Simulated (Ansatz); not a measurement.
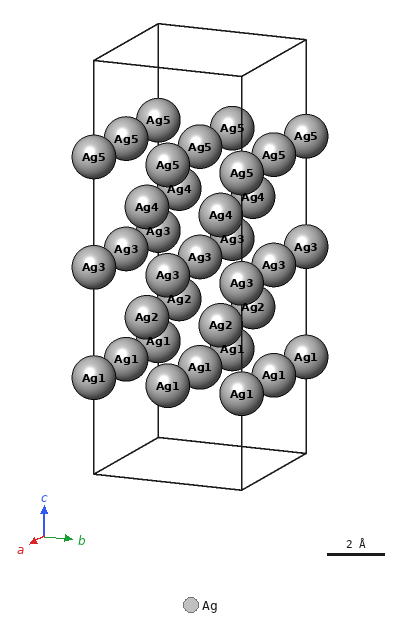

Figure 1. The input geometry (spheres-only view of the 2 × 2 repeat of the cell, with the vacuum cut short, seen slightly off an axis; atoms are numbered from 1 in the order of the input).

**Single-point calculation, with input and output: Ag**

- system: Ag (slab, 5 atoms in the cell)
- method: DFT, LDA, all-electron LAPW, scalar-relativistic, no spin polarisation (Ansatz 0.2.0)

Figures and captions count atoms from 1; the log counts them from 0 in places.

What the program printed:
```
Ag: projections on atomic orbitals take those of the free atom 1s2 2s2 2p6 3s2 3p6 3d10 4s2 4p6 4d10 5s1, of charge +0.00 (hamiltonian.pseudopotentials.projection_atoms)
LAPW: plane waves up to 8.133 Å⁻¹, error target 1.0e-3 eV per atom; small_component_spin mean_spin; Ag in spheres of 1.415 Å, 19 of its electrons in bands, Dirac shells [] (how accurate: hamiltonian.pseudopotentials.lapw.basis_error, Limitations)
Engine: ansatz 0.2.0, aarch64-unknown-linux-gnu
Pseudopotentials: kind: all_electron
Pseudopotential: Ag, LAPW, valence charge 19, lapw/all_electron/scalar/gaussian/Ag, Koelling and Harmon's equation, gaussian nucleus
Functional definition: SPW92
  exchange = slater_x
  correlation = pw_c
Crystal: 5 atoms, lattice volume = 192.209 Å³
Basis set: ecut = 251.9888831599351 eV, 1763 PW (Γ), exchange–correlation at level 2
Bands: 57, of which v1, the nominal top of the filled ones, is band 48 counted from 1 (47 counted from 0)
Symmetry: 8 space group operations
k-points: 28 of 144
Non-local potential: Ag, projectors of the file, none
Initial density: superposition of atomic densities (neutral atoms: chi_scale 0, normalization atom)
Initial wavefunctions: plane waves of lowest kinetic energy (no species holds an atomic orbital)
Functional: x = slater, c = lda
iter 1 solved again at ethr=5.12e-4 eV; its pass at ethr=1.00e-1 eV (dr2=4.87e-1 eV) is discarded
SCF iter   1: F=—  HF=-722620.330505 eV  |F-HF|=—  |Δ(HF+E_count)|=         —  Δρ=1.51e-2  dr2=4.94e-1  ethr=5.12e-4  p=-0.000 e·Å  D=-1.85e-14 V/Å  ΔV_dip=0.00 eV  dr2_dipole=2.00e-23  V_vac-E_F(+/−)=4.84/4.84 eV  ⟨swp⟩=3.1  Hψ=10951  notcnv=0
efield: sawtooth ramp at fractional position 0.9500 (placed from the atoms, in the widest stretch of the axis that holds none; the zero of the levels goes with the place), width 0.1000; the density the first Hamiltonian is built on has a dipole p = -0.000 e·Å; the dipole correction subtracts the counter field D = -1.51e-13 V/Å, which shifts the + side's vacuum level by +0.00 eV against the − side's; the planar-averaged density in the ramp window peaks in size at 6.3e-7 e/Å³
preconditioner: auto → LDOS  [metal: Δε(μ)=0.053 eV  Ē_g=9.147 eV  σ=0.100 eV  W_gap=0.13  n_scr=46 (ndim 8)  ℏωp=19.9 eV  f_vac=0.538  D(μ)=1.36/eV (n_scr^D=8)  β→1.0]
SCF iter   2: F=—  HF=-722622.042393 eV  |F-HF|=—  |Δ(HF+E_count)|=    1.71e0  Δρ=1.06e-2  dr2=1.09e0  ethr=5.12e-4  p=0.000 e·Å  D=2.67e-6 V/Å  ΔV_dip=-0.00 eV  dr2_dipole=4.53e-9  V_vac-E_F(+/−)=4.60/4.60 eV  ⟨swp⟩=3.2  Hψ=5717  notcnv=0
SCF iter   3: F=—  HF=-722619.173315 eV  |F-HF|=—  |Δ(HF+E_count)|=    2.87e0  Δρ=2.64e-3  dr2=6.81e-2  ethr=5.12e-4  p=0.000 e·Å  D=9.17e-7 V/Å  ΔV_dip=-0.00 eV  dr2_dipole=6.38e-10  V_vac-E_F(+/−)=4.75/4.75 eV  ⟨swp⟩=3.0  Hψ=5217  notcnv=0
iter 4 solved again at ethr=3.02e-6 eV; its pass at ethr=7.17e-5 eV (dr2=2.87e-3 eV) is discarded
SCF iter   4: F=—  HF=-722618.941852 eV  |F-HF|=—  |Δ(HF+E_count)|=   2.31e-1  Δρ=7.45e-4  dr2=2.85e-3  ethr=3.02e-6  p=-0.000 e·Å  D=-2.31e-7 V/Å  ΔV_dip=0.00 eV  dr2_dipole=8.41e-13  V_vac-E_F(+/−)=4.67/4.67 eV  ⟨swp⟩=2.0  Hψ=8392  notcnv=0
SCF iter   5: F=—  HF=-722618.941110 eV  |F-HF|=—  |Δ(HF+E_count)|=   7.42e-4  Δρ=2.66e-4  dr2=2.49e-4  ethr=3.00e-6  p=-0.000 e·Å  D=-1.66e-8 V/Å  ΔV_dip=0.00 eV  dr2_dipole=1.24e-12  V_vac-E_F(+/−)=4.70/4.70 eV  ⟨swp⟩=2.0  Hψ=4542  notcnv=0
SCF iter   6: F=—  HF=-722618.940976 eV  |F-HF|=—  |Δ(HF+E_count)|=   1.34e-4  Δρ=7.22e-5  dr2=3.10e-5  ethr=2.62e-7  p=0.000 e·Å  D=5.52e-9 V/Å  ΔV_dip=-0.00 eV  dr2_dipole=1.87e-15  V_vac-E_F(+/−)=4.68/4.68 eV  ⟨swp⟩=3.0  Hψ=4750  notcnv=0
SCF iter   7: F=—  HF=-722618.940965 eV  |F-HF|=—  |Δ(HF+E_count)|=   1.04e-5  Δρ=2.25e-5  dr2=4.16e-6  ethr=3.26e-8  p=-0.000 e·Å  D=-1.33e-8 V/Å  ΔV_dip=0.00 eV  dr2_dipole=2.03e-14  V_vac-E_F(+/−)=4.68/4.68 eV  ⟨swp⟩=2.0  Hψ=4542  notcnv=0
SCF iter   8: F=—  HF=-722618.940965 eV  |F-HF|=—  |Δ(HF+E_count)|=   1.34e-7  Δρ=7.28e-6  dr2=1.08e-7  ethr=4.38e-9  p=-0.000 e·Å  D=-6.15e-9 V/Å  ΔV_dip=0.00 eV  dr2_dipole=2.74e-15  V_vac-E_F(+/−)=4.68/4.68 eV  ⟨swp⟩=2.0  Hψ=4542  notcnv=0
SCF iter   9: F=-722618.940965 eV  HF=-722618.940965 eV  |F-HF|=2.50e-8  |Δ(HF+E_count)|=   5.96e-8  Δρ=2.89e-6  dr2=2.53e-8  ethr=1.14e-10  p=-0.000 e·Å  D=-6.62e-10 V/Å  ΔV_dip=0.00 eV  dr2_dipole=3.14e-18  V_vac-E_F(+/−)=4.68/4.68 eV  ⟨swp⟩=2.3  Hψ=4557  notcnv=0
SCF 1 converged in 9 iterations: F = -722618.940965 eV  dr2 = 2.53e-8
SCF converged after 9 iterations
Free energy (F): -722618.940965 eV
Harris-Foulkes:  -722618.940965 eV  (|F-HF|=2.50e-8)
Internal energy: -722618.897998 eV  (E = F + TS)
E sigma→0 (E₀):  -722618.919481 eV
Entropy (-TS):   -0.042968 eV (-8.594 meV/atom)
Fermi energy:    5.594592 eV
Dipole field:    D = -0.000000 V/Å  (p = -0.000000 e·Å, saw-weighted, corrected)
Work function:   Φ+ = 4.6845 eV   Φ− = 4.6845 eV
Levels:          The Fermi level and band energies are counted from a zero that moves with the ramp; work functions are not
--- Per-component energies (eV) ---
  E_band       = -2280.822844
  E_kinetic    = 755335.752079
  E_xc         = -19661.549102
  E_efield     = 0.000000  (sawtooth field / dipole correction)
  E_electrostatic = -1458293.100975  (all electrons and nuclei)
  E_smearing   = -0.042968  (= −TS)
  E_closure    = 0.000000  (closes the sum)
  E_atoms      = -722601.244345  (free atoms, spherical and without spin; not in F)
  Σ components = -722618.940965   (vs F -722618.940965, Δ=0.00e0)
  Basis errors (estimates in eV, not in F): energy 3.3e-4 per atom: plane waves 2.6e-4 (1.4e-4 summed), levels above the bands 1.3e-36, relativity 1.9e-9, radial functions 6.6e-5, core shells 8.6e-7; eigenvalues (radial functions only) 9.3e-7; not estimated: angular momenta, meshes, grids; target (lapw.basis_error) 1.0e-3; muffin-tin radii Ag 1.415 Å
--- Forces (eV/Å), atoms counted from 1 ---
  atom   1  Ag    -0.00000000     0.00000000     0.17531830
  atom   2  Ag    -0.00000000     0.00000000    -0.17339606
  atom   3  Ag     0.00000000     0.00000000    -0.00000003
  atom   4  Ag     0.00000000     0.00000000     0.17339605
  atom   5  Ag     0.00000000     0.00000000    -0.17531828
  max |Σ_I F_I| component: 8.23e-9 eV/Å
--- Stress (GPa, compression-positive) ---
       -1.669354       0.000000      -0.000000
        0.000000      -1.669354       0.000000
       -0.000000       0.000000      -0.589488
  P = ⅓ Tr σ = -1.3094 GPa (-13.094 kbar)
--- Band table (eV; the first three rows and the last of 28) ---
  k-point 0: bands = ["-86.2841", "-86.2794", "-86.2524", "-85.9178", "-85.9178", "-49.8980", "-49.8392", "-49.7958", "-49.7958", "-49.7774", "-49.7774", "-49.7548", "-49.7327", "-49.7327", "-49.4572", "-49.4569", "-49.4240", "-49.4240", "-49.4239", "-49.4239", "-2.3481", "-1.3850", "-1.0713", "-0.9342", "-0.5655", "-0.5423", "-0.3710", "-0.0575", "0.3592", "0.5719", "0.7840", "0.7840", "1.2413", "1.2413", "1.5555", "1.6986", "1.8812", "1.8845", "1.8845", "1.8881", "2.1032", "2.4133", "2.4811", "2.4811", "2.6706", "2.7231", "2.8378", "2.8378", "3.5608", "5.6816", "6.8879", "10.0511", "10.4175", "11.1874", "12.5944", "13.5500", "15.6514"]
  k-point 1: bands = ["-86.2833", "-86.2789", "-86.2521", "-85.9173", "-85.9173", "-49.8957", "-49.8420", "-49.8006", "-49.7943", "-49.7893", "-49.7767", "-49.7515", "-49.7396", "-49.7329", "-49.4566", "-49.4564", "-49.4312", "-49.4312", "-49.4235", "-49.4234", "-2.2024", "-1.2653", "-0.9933", "-0.8514", "-0.5254", "-0.4271", "-0.2901", "0.0121", "0.3947", "0.6280", "0.7663", "0.8097", "1.0935", "1.2184", "1.4956", "1.7420", "1.7508", "1.8231", "1.8597", "1.8770", "2.1817", "2.2309", "2.5153", "2.5538", "2.5897", "2.5978", "2.6734", "2.8554", "3.8830", "5.9340", "7.2204", "10.1791", "10.5588", "11.3085", "12.7270", "13.6363", "15.6614"]
  k-point 2: bands = ["-86.2811", "-86.2774", "-86.2514", "-85.9158", "-85.9158", "-49.8901", "-49.8520", "-49.8134", "-49.8134", "-49.7899", "-49.7749", "-49.7564", "-49.7501", "-49.7338", "-49.4554", "-49.4553", "-49.4508", "-49.4507", "-49.4221", "-49.4221", "-1.7992", "-1.0110", "-0.8478", "-0.5547", "-0.4166", "-0.2644", "-0.1043", "0.3975", "0.5354", "0.7600", "0.7872", "0.8756", "0.8863", "1.1446", "1.2924", "1.5293", "1.6483", "1.7446", "1.7677", "1.8386", "2.0360", "2.1574", "2.1995", "2.4871", "2.5012", "2.7207", "2.7933", "2.8342", "4.5006", "6.5761", "8.0573", "10.5615", "10.9836", "11.6687", "13.1239", "13.6390", "14.0611"]
  k-point 27: bands = ["-86.2634", "-86.2633", "-86.2411", "-85.9021", "-85.9021", "-49.9106", "-49.9106", "-49.8799", "-49.8799", "-49.8213", "-49.8213", "-49.8124", "-49.8118", "-49.7942", "-49.5235", "-49.5235", "-49.5234", "-49.5234", "-49.4446", "-49.4446", "-1.0559", "-0.9785", "-0.8566", "-0.8566", "-0.6412", "-0.2547", "-0.2547", "-0.2509", "-0.0398", "0.6596", "0.6596", "1.7052", "1.7052", "1.9844", "2.1242", "2.3721", "2.5277", "2.5956", "2.5956", "2.6166", "2.9136", "2.9142", "2.9448", "3.2458", "3.2458", "7.7656", "7.7656", "9.4033", "9.4033", "11.4457", "11.4457", "12.8214", "12.8364", "12.8887", "13.1100", "13.1484", "13.5452"]
--- Löwdin populations: 5 sites ---
  site symbol       q [e]
     0     Ag     46.9297
     1     Ag     46.8575
     2     Ag     46.8548
     3     Ag     46.8575
     4     Ag     46.9297
  spilling = 0.002429 (of n_electrons = 235.000000)
```

File dos.tsv:
```
# E-E_F[eV]	g_bin_mean(E)[states/eV]	N(E)
# format = ansatz-dos/2
# fermi_ev = 5.594592
# fermi_mp_grid = 12 12 1
# fermi_mp_shift = 0 0 0
# tetrahedron_fermi_ev = 5.589340
# g_bin_mean(E): the states in a bin one row spacing wide, centred on E, divided by that spacing. States that the method places at a single energy (under output.dos.method: tetrahedron, those of a tetrahedron whose four corners have one energy) are counted whole in the row whose bin holds that energy (on the edge of two bins, in the lower row). The sum of g_bin_mean over a run of rows, times the row spacing, is the number of states from half a spacing under the first of them to half a spacing over the last (a plain sum, not the trapezoid rule).
-14.000000	0.000000e0	4.000000e1
-13.800000	0.000000e0	4.000000e1
-13.600000	0.000000e0	4.000000e1
-13.400000	0.000000e0	4.000000e1
-13.200000	0.000000e0	4.000000e1
-13.000000	0.000000e0	4.000000e1
-12.800000	0.000000e0	4.000000e1
-12.600000	0.000000e0	4.000000e1
-12.400000	0.000000e0	4.000000e1
-12.200000	0.000000e0	4.000000e1
-12.000000	0.000000e0	4.000000e1
-11.800000	0.000000e0	4.000000e1
-11.600000	0.000000e0	4.000000e1
-11.400000	0.000000e0	4.000000e1
-11.200000	0.000000e0	4.000000e1
-11.000000	0.000000e0	4.000000e1
-10.800000	0.000000e0	4.000000e1
-10.600000	0.000000e0	4.000000e1
-10.400000	0.000000e0	4.000000e1
-10.200000	0.000000e0	4.000000e1
-10.000000	0.000000e0	4.000000e1
-9.800000	0.000000e0	4.000000e1
-9.600000	0.000000e0	4.000000e1
-9.400000	0.000000e0	4.000000e1
-9.200000	0.000000e0	4.000000e1
-9.000000	0.000000e0	4.000000e1
-8.800000	0.000000e0	4.000000e1
-8.600000	0.000000e0	4.000000e1
-8.400000	0.000000e0	4.000000e1
-8.200000	0.000000e0	4.000000e1
-8.000000	1.192889e-2	4.000000e1
-7.800000	2.954900e-1	4.002667e1
-7.600000	3.013294e-1	4.009047e1
-7.400000	3.559521e-1	4.015659e1
-7.200000	3.683615e-1	4.022883e1
-7.000000	4.695561e-1	4.030647e1
-6.800000	9.545616e-1	4.044882e1
-6.600000	3.382707e0	4.069970e1
-6.400000	8.651268e0	4.211026e1
-6.200000	1.061137e1	4.390628e1
-6.000000	1.102596e1	4.609289e1
-5.800000	1.344436e1	4.881034e1
-5.600000	1.027635e1	5.101479e1
-5.400000	1.059201e1	5.304460e1
-5.200000	1.182117e1	5.529113e1
-5.000000	1.223871e1	5.761675e1
-4.800000	1.639899e1	6.027231e1
-4.600000	1.299239e1	6.377275e1
-4.400000	1.429457e1	6.617866e1
-4.200000	1.343121e1	6.887679e1
-4.000000	1.439222e1	7.169415e1
-3.800000	1.493138e1	7.469847e1
-3.600000	1.466160e1	7.782009e1
-3.400000	1.443671e1	8.056158e1
-3.200000	1.685555e1	8.381789e1
-3.000000	1.880322e1	8.714932e1
-2.800000	1.012553e1	9.045633e1
-2.600000	2.818036e0	9.154967e1
-2.400000	1.527436e0	9.196792e1
-2.200000	1.157215e0	9.221091e1
-2.000000	1.117206e0	9.243613e1
-1.800000	1.197295e0	9.266618e1
-1.600000	1.242697e0	9.291356e1
-1.400000	1.215382e0	9.315844e1
-1.200000	1.239678e0	9.340274e1
-1.000000	1.269697e0	9.365456e1
-0.800000	1.294172e0	9.391022e1
-0.600000	1.402289e0	9.417572e1
-0.400000	1.528576e0	9.447479e1
-0.200000	1.312446e0	9.476486e1
0.000000	1.155893e0	9.500607e1
0.200000	1.280002e0	9.524157e1
0.400000	1.467241e0	9.552301e1
0.600000	1.490824e0	9.581687e1
0.800000	1.606551e0	9.612602e1
1.000000	1.630253e0	9.645620e1
1.200000	1.437159e0	9.676399e1
1.400000	1.408501e0	9.704126e1
1.600000	1.501386e0	9.733294e1
1.800000	1.535263e0	9.763450e1
2.000000	1.603387e0	9.796027e1
2.200000	1.340318e0	9.824843e1
2.400000	1.366338e0	9.851405e1
2.600000	1.434127e0	9.879748e1
2.800000	1.265405e0	9.907332e1
3.000000	1.460744e0	9.931354e1
3.200000	1.750252e0	9.966208e1
3.400000	1.981698e0	1.000295e2
3.600000	1.993900e0	1.004307e2
3.800000	2.004832e0	1.008365e2
4.000000	1.604806e0	1.011951e2
4.200000	1.726988e0	1.015212e2
4.400000	1.524310e0	1.018553e2
4.600000	1.523023e0	1.021594e2
4.800000	1.507025e0	1.024506e2
5.000000	2.140770e0	1.027980e2
5.200000	2.591360e0	1.032904e2
5.400000	2.329675e0	1.037984e2
5.600000	2.434871e0	1.042449e2
5.800000	3.197568e0	1.048213e2
6.000000	2.621424e0	1.054154e2
6.200000	2.907245e0	1.059839e2
6.400000	2.413467e0	1.065140e2
6.600000	2.640336e0	1.069871e2
6.800000	2.665965e0	1.075231e2
7.000000	2.460237e0	1.080376e2
7.200000	2.753170e0	1.085922e2
7.400000	2.873653e0	1.091168e2
7.600000	3.700463e0	1.097823e2
7.800000	3.175446e0	1.104824e2
8.000000	3.458224e0	1.110826e2
```

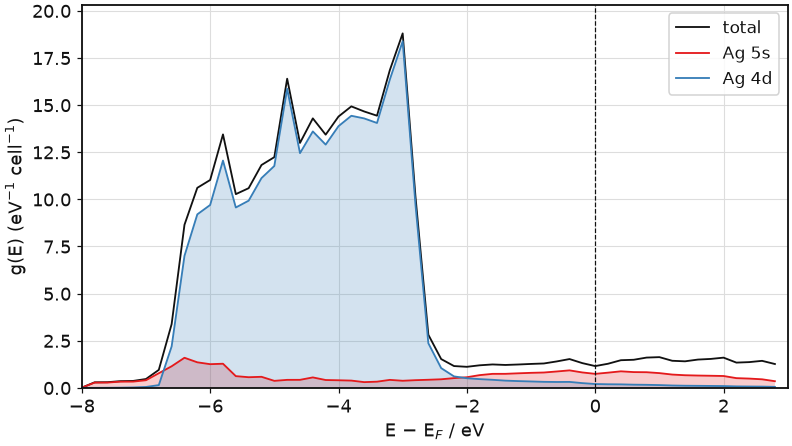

Figure 2. Density of states (projected on atomic shells), with energies from the Fermi level. There are states at the Fermi level: a metal at this level of theory.

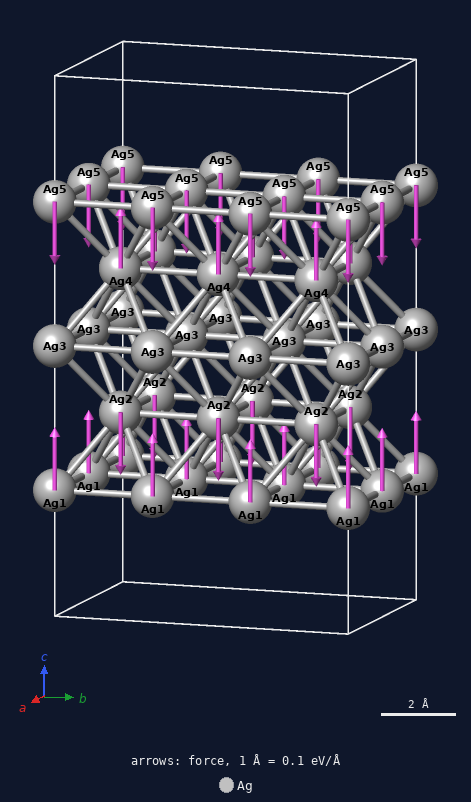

Figure 3. Forces on the atoms as pink arrows (ball-and-stick view of the 2 × 3 repeat of the cell, with the vacuum cut short, seen slightly off an axis; atoms are numbered from 1 in the order of the input). The largest act on Ag1, Ag2, Ag4, Ag5 (0.18 eV/Å). The geometry is not a stationary point of this energy.

This output came from the following input.

Input:
```yaml
crystal:
  lattice:
    - [2.8297444621, 0.0, 0.0]
    - [0.0, 2.8297444621, 0.0]
    - [0.0, 0.0, 24.0037]
  atoms:
    - { symbol: Ag, position: [0.0, 0.0, 0.3332814111] }
    - { symbol: Ag, position: [0.5, 0.5, 0.4166407053] }
    - { symbol: Ag, position: [0.0, 0.0, 0.5] }
    - { symbol: Ag, position: [0.5, 0.5, 0.5833592947] }
    - { symbol: Ag, position: [0.0, 0.0, 0.6667185889] }
kpoints:
  mp_grid: { grid: [12, 12, 1] }
scf:
  occupations: { method: fermi_dirac, width: 0.1 }
hamiltonian:
  xc: lda
  pseudopotentials: { kind: all_electron, lapw: { basis_error: 0.001 } }
output:
  forces: true
  stress: true
  eigenvalues: true
  populations: true
  dos: { projected: true, de: 0.2, e_range: [-14, 8] }
efield:
  axis: 3
  amplitude: 0
  dipole_correction: true
```

Launched with:
```bash
ansatz run input.yaml --threads 2 --pin off --max-ram 4096MiB --backend cpu --events-out ev --progress --plain --runs-dir out
```

Results in brief:

- outcome: converged
- electrons in bands (core shells apart): 95
- free energy: −722618.9410 eV
- Fermi energy: 5.595 eV
- electronic character: metal
- largest force (length of the vector): 0.175 eV/Å
- hardware: 2 threads of Arm Neoverse V2, 24 GiB of memory available, shared host
- wall time: 91 s (CPU time 3 min)
- peak memory: 0.74 GiB
